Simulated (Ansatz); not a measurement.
Geometry relaxation, with input and output: Ti (part 2 of 2)

The same run, continued: Ti (Fd-3m, 2 atoms in the cell); DFT, LDA, PAW with Ansatz's default frozen-core files, scalar-relativistic, no spin polarisation (Ansatz 0.2.0); cutoff 420 eV, 14×14×14 k-mesh, Fermi–Dirac smearing of 0.1 eV. The structure was built on a prototype by a generator; it need not be a known phase. Its volume is 0.65 times that of the source entry. It belongs to a series of runs on one base structure; here: diamond relaxed under pressure, PAW files.

Geometry of the input (Å; fractional positions):
```
0.0000  2.1869  2.1869
2.1869  0.0000  2.1869
2.1869  2.1869  0.0000
Ti -0.1250  -0.1250  -0.1250
Ti 0.1250  0.1250  0.1250
```

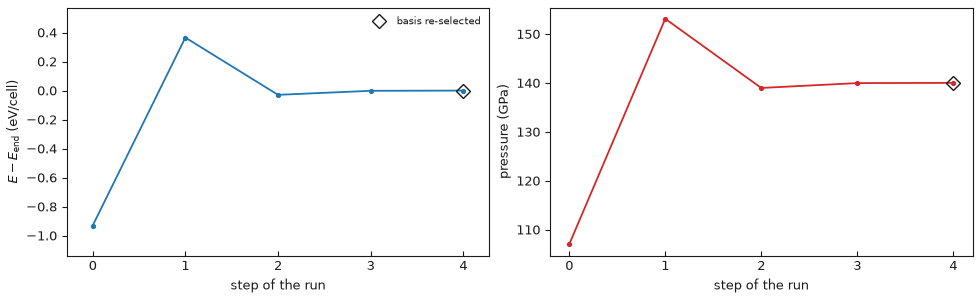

Figure 1. Progress of the relaxation, step by step (the first geometry is step 0 here and step 1 in the log).

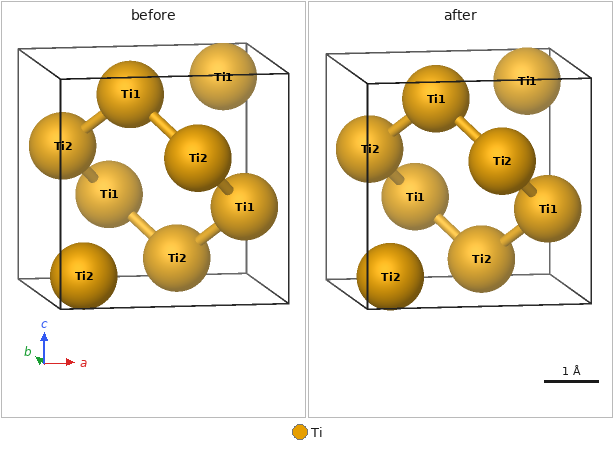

Figure 2. Before (left) and after (right) the relaxation, at one scale (ball-and-stick view of the cell 4 times as large as that of the calculation, set on its symmetry axes, seen slightly off an axis). No atom moves by more than 0.005 Å relative to the cell. The volume changes by −5.8 %, with a = b = c 4.374 → 4.288 Å (−2.0 %). Distances before and after: Ti1–Ti2 1.894 → 1.857 Å. The space group stays Fd-3m (No. 227). Over 3 geometry steps the energy rises by 0.929 eV per cell of the calculation. All forces vanish by symmetry, so only the cell relaxes. The pressure goes from 107.01 to 140.02 GPa. A last SCF at the same geometry on a re-selected plane-wave basis shifts the energy by +1.6 meV per cell of the calculation. (Atoms are counted from 1 in the order of the input.)

```
basis re-selected at this cell: Δ(F+E_penalty+E_count) = +1.555e-3 eV, ΔP = +0.049 GPa vs the last step (what re-selecting the basis moved, of the pressure what is left beyond the Pulay correction that the steps carried, after the strain that the cell walked since its last selection, with what the two solves' SCF thresholds leave and, on support functions, any second-order correction that the steps lacked; it is no measure of the basis error at this ecutwfc). This SCF's stress stands 2.17e-2 GPa from its target on what of the cell is left free (relax.cell.stress_tol is 7.00e-2 GPa) and its largest allowed force component is 5.18e-16 eV/Å (relax.f_tol is 5.00e-3 eV/Å): within both
SCF converged after 6 iterations
Free energy (F): -4892.209222 eV
Harris-Foulkes:  -4892.209222 eV  (|F-HF|=9.09e-13)
Internal energy: -4892.139507 eV  (E = F + TS)
E sigma→0 (E₀):  -4892.174364 eV
Entropy (-TS):   -0.069715 eV (-34.857 meV/atom)
Fermi energy:    24.356769 eV
--- Per-component energies (eV) ---
  E_band       = -56.783367
  E_kinetic    = 599.604697
  E_local      = -1351.438992  (includes V_loc(G=0)·N_el)
  E_nonlocal   = 46.470065
  E_hartree    = 640.673610
  E_xc         = -204.111004
  E_vxc        = -257.631998  (∫ρ·V_xc dr)
  E_paw        = -2018.822128  (= ΣΔE_a)
  E_vpaw       = -375.134535  (= ΣTr[D̂ρ^β])
  E_aug_tail   = 0.000182  (compensation charges beyond the density's cutoff)
  E_ewald      = -2605.167837
  E_core_change = 0.651901  (= ΣΔE_core)
  E_smearing   = -0.069715  (= −TS)
  E_closure    = 0.000000  (closes the sum)
  Σ components = -4892.209222   (vs F -4892.209222, Δ=0.00e0)
--- Forces (eV/Å), atoms counted from 1 ---
  atom   1  Ti     0.00000000     0.00000000    -0.00000000
  atom   2  Ti    -0.00000000    -0.00000000     0.00000000
  max |Σ_I F_I| component: 2.22e-16 eV/Å
--- Stress (GPa, compression-positive) ---
      140.021673      -0.000000      -0.000000
       -0.000000     140.021673      -0.000000
       -0.000000      -0.000000     140.021673
  P = ⅓ Tr σ = 140.0217 GPa (1400.217 kbar)
--- Band table (eV; the first three rows and the last of 104) ---
  k-point 0: bands = ["-34.1289", "-28.5602", "-10.4370", "-10.4370", "-10.4370", "-6.3919", "-6.3919", "-6.3919", "18.0607", "20.8268", "20.8268", "23.9900", "23.9900", "23.9900", "28.6361", "28.6361"]
  k-point 1: bands = ["-34.0865", "-28.6292", "-10.4770", "-10.4770", "-10.4415", "-6.3540", "-6.3404", "-6.3404", "18.2225", "20.7324", "20.7324", "23.9639", "24.1747", "24.1747", "28.3750", "28.5496"]
  k-point 2: bands = ["-33.9626", "-28.8274", "-10.5840", "-10.5840", "-10.4599", "-6.2395", "-6.2015", "-6.2015", "18.6578", "20.5501", "20.5501", "23.9578", "24.5589", "24.5589", "27.6290", "28.3718"]
  k-point 103: bands = ["-31.6756", "-31.6756", "-11.9079", "-11.9079", "-7.9091", "-7.9091", "-4.6130", "-4.6130", "18.3409", "18.3409", "23.6237", "23.6237", "26.2569", "26.2569", "28.2094", "28.2094"]
--- Relaxed structure (4 steps of the walk, 4 accepted, 1 SCFs on fresh bases) ---
  F+E_penalty+E_count = -4892.20922152 eV   max|allowed force component| = 5.181e-16 eV/Å   (the final SCF, on the basis selected at the relaxed cell)
  cell:  # Å, volume = 19.7046 Å³
    - [-1.7961186415956954e-33, 2.143775395959406, 2.143775395959406]
    - [2.143775395959406, -2.547686016447779e-35, 2.143775395959406]
    - [2.143775395959406, 2.143775395959406, 7.260905146876216e-34]
  atoms:
    - { symbol: Ti, position: [-0.125, -0.125, -0.125] }
    - { symbol: Ti, position: [0.125, 0.125, 0.125] }
```

File rho_z.tsv:
```
# z_ang	rho[e/angstrom^3]
# format = ansatz-planar-average/11
# lattice	-0.000000000	2.143775396	2.143775396
# lattice	2.143775396	-0.000000000	2.143775396
# lattice	2.143775396	2.143775396	0.000000000
# sites	2
# site	22	-0.535943849	-0.535943849	-0.535943849
# site	22	0.535943849	0.535943849	0.535943849
0.000000	2.167991e0
0.126323	2.126474e0
0.252646	2.014137e0
0.378970	1.856377e0
0.505293	1.671223e0
0.631616	1.460940e0
0.757939	1.223356e0
0.884262	9.709889e-1
1.010585	7.341252e-1
1.136909	5.438310e-1
1.263232	4.162757e-1
1.389555	3.493249e-1
1.515878	3.296421e-1
1.642201	3.493249e-1
1.768524	4.162757e-1
1.894848	5.438310e-1
2.021171	7.341252e-1
2.147494	9.709889e-1
2.273817	1.223356e0
2.400140	1.460940e0
2.526464	1.671223e0
2.652787	1.856377e0
2.779110	2.014137e0
2.905433	2.126474e0
```

Trajectory as extended XYZ (Å, eV, eV/Å), 5 frames, from step=1 to step=5:
```
2
Lattice="0.0000 2.1869 2.1869 2.1869 0.0000 2.1869 2.1869 2.1869 0.0000" Properties=species:S:1:pos:R:3:forces:R:3 step=1 energy=-4893.13931 pressure_GPa=107.01
Ti   -0.5467   -0.5467   -0.5467    0.0000   0.0000   0.0000
Ti    0.5467    0.5467    0.5467    0.0000   0.0000   0.0000
2
Lattice="0.0000 2.1291 2.1291 2.1291 0.0000 2.1291 2.1291 2.1291 0.0000" Properties=species:S:1:pos:R:3:forces:R:3 step=2 energy=-4891.84384 pressure_GPa=153.12
Ti   -0.5323   -0.5323   -0.5323    0.0000   0.0000   0.0000
Ti    0.5323    0.5323    0.5323    0.0000   0.0000   0.0000
2
Lattice="0.0000 2.1449 2.1449 2.1449 0.0000 2.1449 2.1449 2.1449 0.0000" Properties=species:S:1:pos:R:3:forces:R:3 step=3 energy=-4892.23855 pressure_GPa=138.98
Ti   -0.5362   -0.5362   -0.5362    0.0000   0.0000   0.0000
Ti    0.5362    0.5362    0.5362    0.0000   0.0000   0.0000
2
Lattice="0.0000 2.1438 2.1438 2.1438 0.0000 2.1438 2.1438 2.1438 0.0000" Properties=species:S:1:pos:R:3:forces:R:3 step=4 energy=-4892.21078 pressure_GPa=139.97
Ti   -0.5359   -0.5359   -0.5359    0.0000   0.0000   0.0000
Ti    0.5359    0.5359    0.5359    0.0000   0.0000   0.0000
2
Lattice="0.0000 2.1438 2.1438 2.1438 0.0000 2.1438 2.1438 2.1438 0.0000" Properties=species:S:1:pos:R:3:forces:R:3 step=5 energy=-4892.20922 pressure_GPa=140.02
Ti   -0.5359   -0.5359   -0.5359    0.0000   0.0000   0.0000
Ti    0.5359    0.5359    0.5359    0.0000   0.0000   0.0000
```

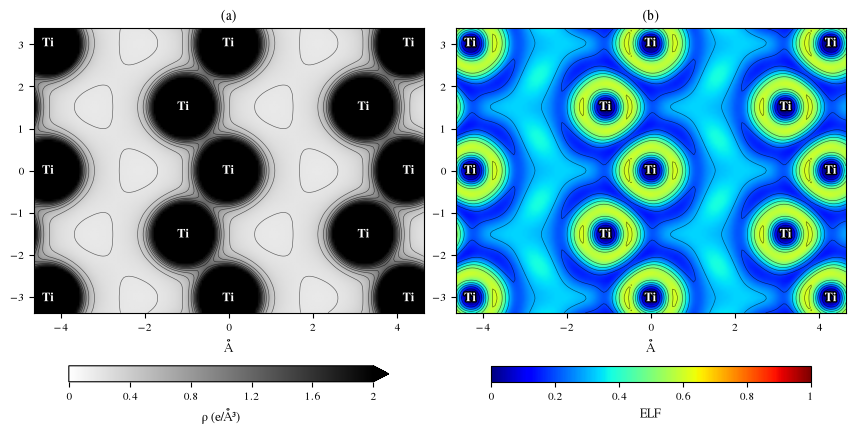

Figure 3. (a) valence charge density (pseudo); (b) ELF on the (101) plane of the conventional cell. Atoms in the plane: Ti. Ti–Ti (1.86 Å): ρ at the midpoint is about 1.1 e/Å³; the ELF is about 0.20 at the midpoint; no shared electron pair. Away from the nuclei the density in this plane falls to 0.18 e/Å³ at its lowest. The strong features right at Ti lie inside the PAW spheres (semicore, d or f shells) and say nothing about bonding. Core electrons are frozen (PAW), so the fields are smoothed inside the atomic spheres.

Key numbers:

| quantity | value |
| --- | --- |
| outcome | converged |
| space group (tolerance 0.01 Å) | Fd-3m (227) |
| electrons treated | 24 |
| free energy | −4892.2092 eV |
| Fermi energy | 24.357 eV |
| pressure | 140.02 GPa |
| final volume | 19.70 Å³ |
| largest force (length of the vector) at the end | under 0.001 eV/Å |
| final cell | a = 3.032 Å, b = 3.032 Å, c = 3.032 Å, α = 60.00°, β = 60.00°, γ = 60.00° |
| wall time | 14 s |
| peak memory | 0.32 GiB |

The cell was relaxed to the target pressure of the input; what is minimised is then the enthalpy E + pV.
